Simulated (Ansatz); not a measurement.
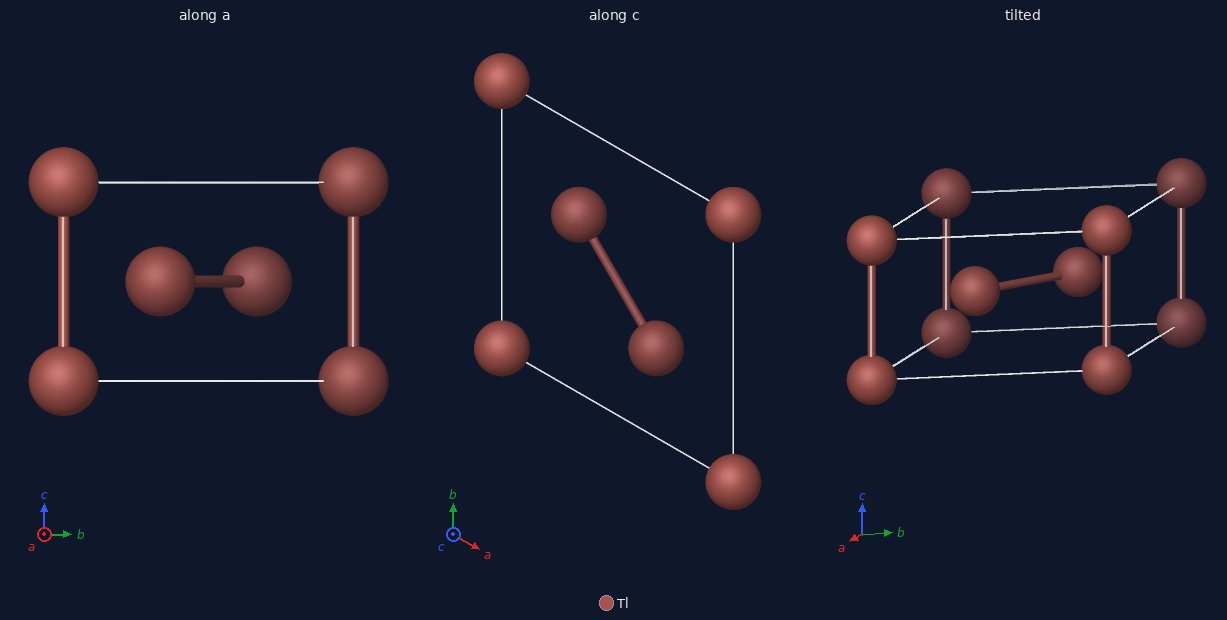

Crystal structure, ball-and-stick style, seen along the a axis, along the c axis and slightly off an axis. The edges of the conventional unit cell are marked.

Cell: a = 5.70 Å, b = 5.70 Å, c = 3.39 Å, α = 90.00°, β = 90.00°, γ = 120.00°.

Q: What is the number of atoms per cell?

A: 3 (thallium), counting shared atoms by their share.

Q: What is the Hermann-Mauguin symbol of the space group?

A: P6/mmm (No. 191), with Tl on 1a and Tl on 2d.

Q: Give the prototype.

A: Ω phase (AlB₂-like).

Its origin is a textbook structure type filled with this element (whether it is the usual form wasn't checked). The picture shows the end point of a geometry optimisation with DFT PBE, scalar-relativistic, plane waves, PAW (Ansatz).
